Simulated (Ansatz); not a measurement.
# Sc: 8 runs along one coordinate

System: Sc (I4/mmm, 1 atom in the cell).
Method: DFT PBEsol, scalar-relativistic, plane waves, PAW, no spin polarisation (Ansatz 0.2.0).

The 8 runs differ only in the geometry, by a strain of the cell at fixed fractional positions. Against run 5, the strain is εxx = η and εyy = η. The structure derives from an entry of the Crystallography Open Database.

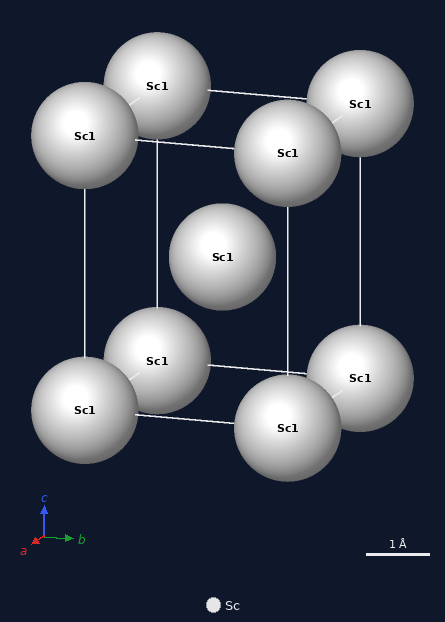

Figure 1. The structure of run 5 (spheres-only view of the cell 2 times as large as that of the calculation, set on its symmetry axes, seen slightly off an axis; atoms are numbered from 1 in the order of the input). An atom can appear more than once, as a periodic image.

## Input of run 5
```yaml
crystal:
  lattice:
    - [0.0, 2.4407875, 2.2705]
    - [2.4407875, 0.0, 2.2705]
    - [2.4407875, 2.4407875, 0.0]
  atoms:
    - { symbol: Sc, position: [0.0, 0.0, 0.0] }
basis:
  ecutwfc: 420
kpoints:
  mp_grid: { grid: [18, 18, 18] }
hamiltonian:
  xc: pbesol
scf:
  occupations: { method: gaussian, width: 0.15 }
output:
  forces: true
  stress: true
  eigenvalues: true
```

Command:
```bash
ansatz run input.yaml --threads 1 --pin off --max-ram 2560MiB --backend cpu --events-out ev --progress --plain --runs-dir out
```

Lattice vectors (Å) and fractional positions of run 5:
```
   0.000000    2.440787    2.270500
   2.440787    0.000000    2.270500
   2.440787    2.440787    0.000000
Sc  0.000000  0.000000  0.000000
```

Run 6 differs from it as follows:
```diff
-    - [0.0, 2.4407875, 2.2705]
-    - [2.4407875, 0.0, 2.2705]
-    - [2.4407875, 2.4407875, 0.0]
+    - [0.0, 2.52593125, 2.2705]
+    - [2.52593125, 0.0, 2.2705]
+    - [2.52593125, 2.52593125, 0.0]
```

## Results, with one run withheld

| run | strain parameter η (%) | free energy per atom, from the lowest run given (meV) | pressure (GPa) |
| --- | --- | --- | --- |
| 1 | −20.9302 | 512.92 | 29.39 |
| 2 | −17.4419 | 266.96 | 19.32 |
| 3 | −10.4651 | 13.43 | 5.20 |
| 4 | −3.4884 | 0.00 | −3.15 |
| 5 | 0.0000 | 58.00 | −5.88 |
| 6 | 3.4884 | ? | ? |
| 7 | 5.2279 | 203.06 | −8.71 |
| 8 | 6.9767 | 263.74 | −9.38 |

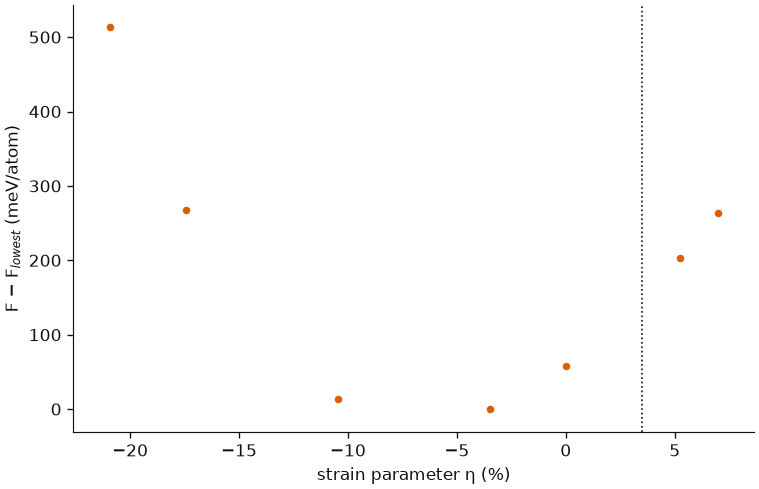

Figure 2. Free energy per atom of the runs given; the dotted line marks run 6.

Estimate the energy of run 6 from the others.

A cubic polynomial in the coordinate, fitted to the 7 runs given, misses them by at most 1.67 meV per atom. With x = η + 5.7316, it reads F = −18.263 + 3.5622 x + 1.9471 x² − 0.03836 x³ (meV per atom). At run 6 it gives 150.03 meV per atom, and the run itself gives 148.21. The fit has its minimum at η = −6.6229 %. The fit misses that run by 1.82 meV per atom.

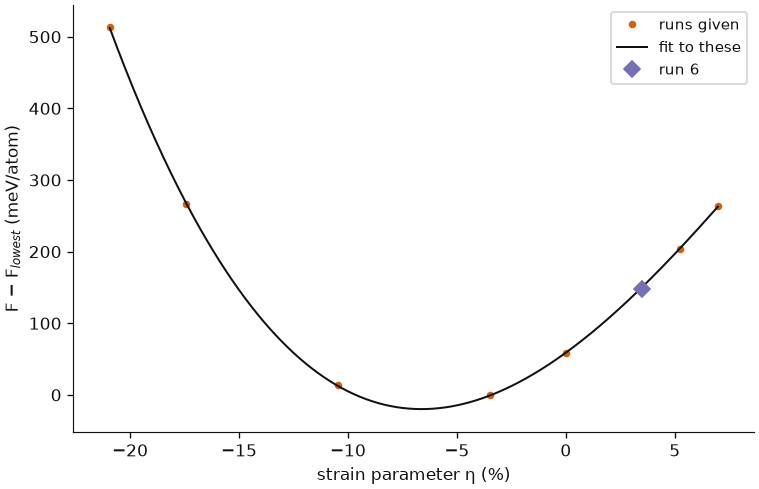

Figure 3. The fit and the withheld run.

## Output, shortened to warnings, some set-up lines, iterations and results (run 6)
```
Basis set: ecut = 420 eV, 567 PW (Γ), exchange–correlation on 48×48×48 points (8 copies of the dense FFT grid, shifted against one another)
Symmetry: 16 space group operations
k-points: 480 of 5832
Initial density: superposition of atomic densities (neutral atoms: chi_scale 0, normalization atom), corrected by the library's trained network
[...]
SCF iter   1: F=—  HF=-2111.167693 eV  |F-HF|=—  |Δ(HF+E_count)|=         —  Δρ=3.23e-3  dr2=2.80e-3  ethr=1.77e-3  ⟨swp⟩=4.1  Hψ=23825  notcnv=0
SCF iter   2: F=—  HF=-2111.166489 eV  |F-HF|=—  |Δ(HF+E_count)|=   1.20e-3  Δρ=1.24e-3  dr2=3.51e-4  ethr=2.55e-5  ⟨swp⟩=1.8  Hψ=10445  notcnv=0
SCF iter   3: F=—  HF=-2111.166414 eV  |F-HF|=—  |Δ(HF+E_count)|=   7.50e-5  Δρ=2.56e-4  dr2=6.85e-6  ethr=3.19e-6  ⟨swp⟩=2.7  Hψ=7436  notcnv=0
SCF iter   4: F=—  HF=-2111.166416 eV  |F-HF|=—  |Δ(HF+E_count)|=   1.83e-6  Δρ=5.32e-5  dr2=3.83e-7  ethr=6.22e-8  ⟨swp⟩=2.1  Hψ=6968  notcnv=0
SCF iter   5: F=-2111.166416 eV  HF=-2111.166416 eV  |F-HF|=3.35e-10  |Δ(HF+E_count)|=   5.11e-8  Δρ=2.30e-6  dr2=5.01e-10  ethr=3.49e-9  ⟨swp⟩=2.0  Hψ=5532  notcnv=0
SCF iter   6: F=-2111.166416 eV  HF=-2111.166416 eV  |F-HF|=4.55e-13  |Δ(HF+E_count)|=  5.62e-10  Δρ=2.08e-7  dr2=4.02e-12  ethr=4.56e-12  ⟨swp⟩=1.8  Hψ=15002  notcnv=0
SCF 1 converged in 6 iterations: F = -2111.166416 eV  dr2 = 4.02e-12
SCF converged after 6 iterations
Free energy (F): -2111.166416 eV
Harris-Foulkes:  -2111.166416 eV  (|F-HF|=4.55e-13)
Internal energy: -2111.138049 eV  (E = F + TS)
E sigma→0 (E₀):  -2111.152232 eV
Entropy (-TS):   -0.028367 eV (-28.367 meV/atom)
Fermi energy:    7.491483 eV
--- Per-component energies (eV) ---
  E_band       = -190.747351
  E_kinetic    = 257.420199
  E_local      = -909.542660  (includes V_loc(G=0)·N_el)
  E_nonlocal   = 83.802791
  E_hartree    = 309.756682
  E_xc         = -101.819976
  E_vxc        = -126.506325  (∫ρ·V_xc dr)
  E_paw        = -931.700824  (= ΣΔE_a)
  E_vpaw       = -115.434763  (= ΣTr[D̂ρ^β])
  E_aug_tail   = 0.000010  (compensation charges beyond the density's cutoff)
  E_ewald      = -819.183294
  E_core_change = 0.129025  (= ΣΔE_core)
  E_smearing   = -0.028367  (= −TS)
  E_closure    = 0.000000  (closes the sum)
  Σ components = -2111.166416   (vs F -2111.166416, Δ=0.00e0)
--- Forces (eV/Å), atoms counted from 1 ---
  atom   1  Sc     0.00000000    -0.00000000     0.00000000
  max |Σ_I F_I| component: 4.31e-32 eV/Å
--- Stress (GPa, compression-positive) ---
       -8.526692      -0.000000       0.000000
       -0.000000      -8.526692       0.000000
        0.000000       0.000000      -6.700073
  P = ⅓ Tr σ = -7.9178 GPa (-79.178 kbar)
```
